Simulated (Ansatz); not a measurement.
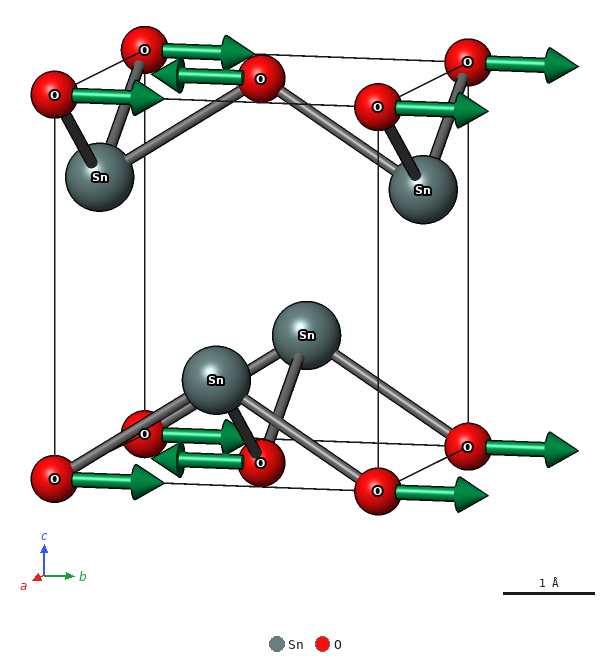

Lattice vibrations of a crystal of SnO relaxed at 11 GPa, space group P4/nmm (No. 129), at the zone centre. The optical levels lie at 136 (×2), 227, 311 (×2), 372, 384, 524 (×2) cm⁻¹. One mode is drawn. The green arrows give the relative displacements of the atoms. Style: ball-and-stick. Shown: the cell of the calculation, slightly off an axis.

All numbers below come from Ansatz, DFT PBE+D3(BJ), scalar-relativistic, plane waves, PAW. Settings: plane-wave cutoff 420 eV; k-point mesh 12 × 12 × 10; occupations fermi dirac; smearing width 0.15 eV; target pressure 11 GPa; no spin polarisation.

The frequencies depend somewhat on the k-mesh and the smearing.

**Which of these frequencies is the drawn mode's?**

The level at 524 cm⁻¹. This is the E_g mode (doubly degenerate; one member of the set is drawn), the highest optical level, Raman-active by symmetry. The Sn atoms hardly move; all motion is along b; atoms of one kind move against one another, with no net shift of their sublattice; it stretches the shortest O–Sn bonds (2.19 Å); the kinetic energy is shared as O 99 %, Sn 1 %.
